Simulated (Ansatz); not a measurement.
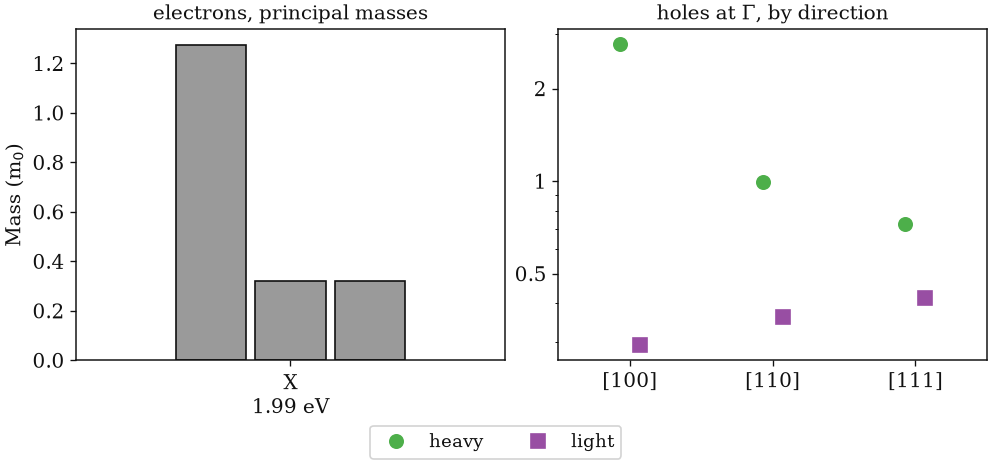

Effective masses at the band extrema of rocksalt BaS, space group Fm-3m, 2 atoms in the primitive cell, in a cell relaxed beforehand (cubic a = 6.333 Å), in units of the free-electron mass, from finite differences of the levels. Left, the three principal masses of each conduction valley, with its energy above the valence top; right, the masses of the bands that meet at the valence top. Each mass comes from the mean inverse mass of a pair of spin states, which spin-orbit coupling splits away from the extremum where the crystal has no centre of inversion.

Computed with Ansatz 0.2.0: PBEsol, Ansatz PAW set, spin-orbit coupling, no magnetisation, 8×8×8 k mesh, 420 eV cutoff.

Q: What are the masses of the lowest valley?

A: It lies at X, 1.99 eV above the valence top, with one mass of 1.27 and two of 0.318. Its 3 equivalent valleys give a density-of-states mass N^(2/3) (m1 m2 m3)^(1/3) = 1.05, and averaged over them a conductivity mass 3/(1/m1 + 1/m2 + 1/m3) = 0.425.

Q: How do the hole masses depend on direction?

A: Along [100] 2.78 and 0.293; along [110] 0.994 and 0.36; along [111] 0.724 and 0.416. In the Luttinger form that is γ1 = 1.89, γ2 = 0.76 and γ3 = 0.26.

Not shown: a further valence band at Γ, 0.146 eV under the top and another valence maximum at X, 0.051 eV under the top.

The PAW data sets were made with another functional. LDA, GGA and most meta-GGA functionals understate gaps. An understated gap makes light masses too light.
